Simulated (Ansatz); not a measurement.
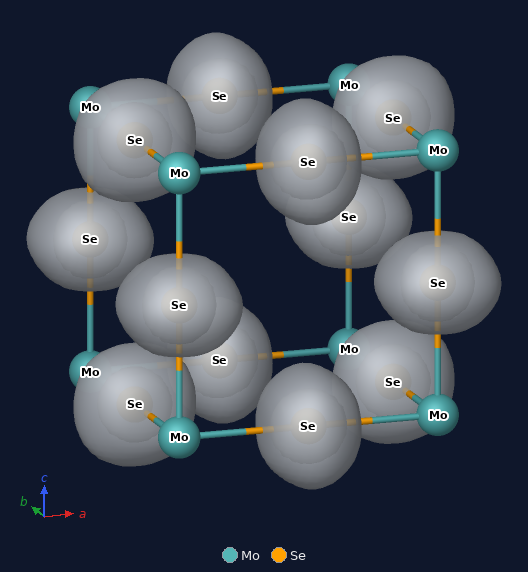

*MoSe3. Isosurface of the ELF at 0.75 (grey), seen slightly off an axis. Core shells and regions of very low density are left out. Sticks mark near contacts.*

Space group Pm-3m; a structure generated by program, which may or may not match a known phase; computed without spin polarisation.

All numbers below come from Ansatz, DFT PBE, scalar-relativistic, plane waves, PAW.

Where are the electrons localised?

The surface consists of three regions wrapped around Se (the valence shell of each), counted in one cell of 4 atoms. Any copies at cell faces, edges or corners count once.

Values along the shortest contacts:
Mo–Se (2.47 Å): the ELF is about 0.40 at the midpoint.

Does the calculation give a band gap?

It is gapless in this calculation (a metal or semimetal); semilocal functionals without U, or without the true magnetic order, often close the gap of such compounds.
